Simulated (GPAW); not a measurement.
## BAs (F-43m): refractive index against wavelength

The refractive index of BAs (F-43m) below the direct gap (3.29 eV on the mesh) is read from one computed spectrum, n = √(Re ε).

Symmetry: F-43m, No. 216, cubic system. The conventional cell has a = 4.777 Å, b = 4.777 Å, c = 4.777 Å, α = 90.00°, β = 90.00°, γ = 90.00°. As on site c has 4 B at 2.07 Å as nearest neighbours. B on site a has 4 As at 2.07 Å as nearest neighbours.

Method: GPAW 26.7.0, PBE, RPA, k-mesh 12×12×12, local fields up to 50 eV, Lorentzian half width 0.15 eV.

Launch of the response step: `OMP_NUM_THREADS=1 python df.py`. The run took 22 s, its band step included, on 1 thread of Arm Neoverse V2, with other jobs on the host.

```
wavelength (nm)  photon energy E (eV)       n
           1550                 0.800  3.1264
           1310                 0.946  3.1391
           1064                 1.165  3.1627
            850                 1.459  3.2037
            700                 1.771  3.2616
            633                 1.959  3.3048
            532                 2.331       ?
```

In the single-oscillator model n² − 1 = E₀E_d/(E₀² − E²), so 1/(n² − 1) = E₀/E_d − E²/(E₀E_d) is linear in E².

Working, on the rows shown:

| x = E² (eV²) | y = 1/(n² − 1) |
| --- | --- |
| 0.639837 | 0.113968 |
| 0.895757 | 0.112944 |
| 1.35784 | 0.111078 |
| 2.12762 | 0.107948 |
| 3.13716 | 0.103756 |
| 3.83641 | 0.100789 |

Means: x̄ = 1.9991, ȳ = 0.10841. Σ(x − x̄)(y − ȳ) = -0.03363, Σ(x − x̄)² = 8.164. Slope = -0.03363 / 8.164 = -0.004119; intercept = ȳ − slope · x̄ = 0.11665. Turned back into n, the line misses the rows shown by at most 0.00085.

**Question.** Fill in the last column of the withheld row.

**Answer.** At x = 5.4314 the line gives y = 0.094276, that is 3.4069. The run gave 3.4150, so the extrapolation is off by 0.0081, 3 % of the range in the table.

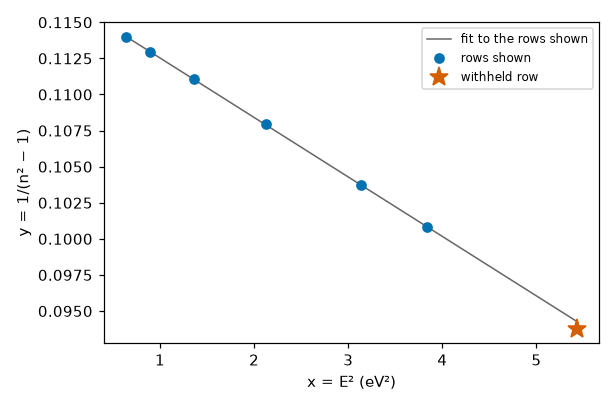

Refitted with all rows, the slope is -0.004198 and the intercept 0.11677. These give E₀ = √(intercept/−slope) = 5.27 eV and E_d = E₀/intercept = 45.2 eV; E₀ is 1.6 times the direct gap. The electronic limit at long wavelengths, without lattice vibrations, is n = √(1 + 1/intercept) = 3.092. Excitons are left out; PBE gaps are as a rule too small. The values come from a sum over the points of one k-mesh and carry its error, which grows as the direct gap shrinks. The local-field cutoff holds few shells of reciprocal vectors for this small cell, so ε∞ can read a few per cent high. Spin-orbit coupling is left out.

[Logs are printed without paths, hosts, clocks, repeated set-up lines and the standing remarks that a program may print on its own settings, such as how far it seeks lower states.]
